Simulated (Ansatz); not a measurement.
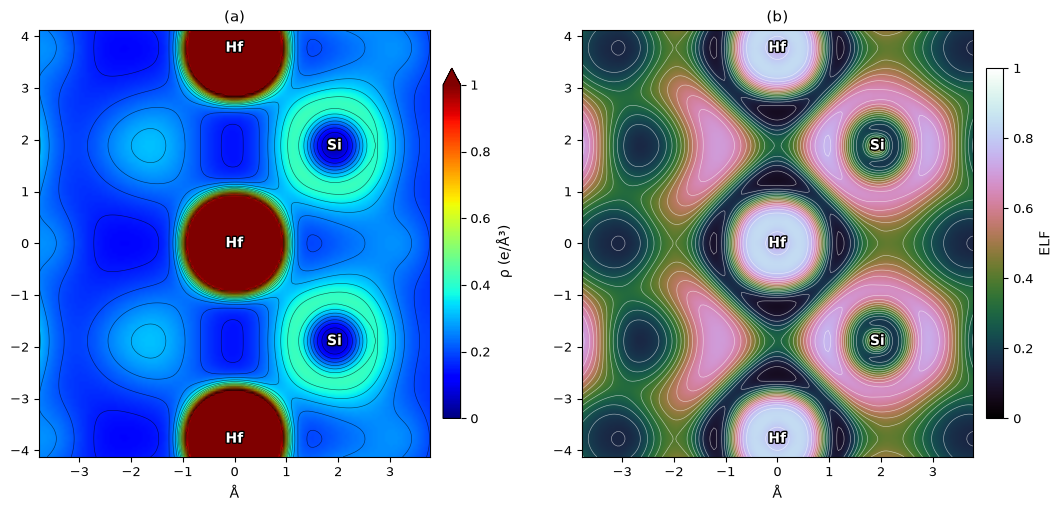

*HfSi. (a) valence electron density; (b) electron localisation function on the (001) plane of the conventional cell.*

Space group Pnma.

The calculation used Ansatz, DFT r2SCAN, scalar-relativistic, plane waves, PAW.

```yaml
crystal:
  lattice:
    - [0.00000, 0.00000, 6.86284]
    - [3.77516, 0.00000, 0.00000]
    - [0.00000, 5.22504, 0.00000]
  atoms:
    - { symbol: Hf, position: [0.17561, 0.75000, 0.87387] }
    - { symbol: Hf, position: [0.32439, 0.25000, 0.37387] }
    - { symbol: Hf, position: [0.67561, 0.75000, 0.62613] }
    - { symbol: Hf, position: [0.82439, 0.25000, 0.12613] }
    - { symbol: Si, position: [0.04286, 0.75000, 0.36094] }
    - { symbol: Si, position: [0.45714, 0.25000, 0.86094] }
    - { symbol: Si, position: [0.54286, 0.75000, 0.13906] }
    - { symbol: Si, position: [0.95714, 0.25000, 0.63906] }
```

Question: What does the map show?

Answer: The plane passes through Hf and Si nuclei. Hf–Si (2.70 Å): the density is about 0.31 e/Å³ at the midpoint; the ELF peaks at about 0.70 in the valence shell of Si, 0.9 Å from its nucleus, and is about 0.30 at the midpoint. Between the atoms the lowest density in this plane is 0.13 e/Å³. The features right at Hf lie inside the PAW spheres, where the map follows smoothed inner orbitals and isn't to be read closely.

Question: Does the calculation give a band gap?

Answer: It is metallic or semimetallic at this level of theory: no gap opens.
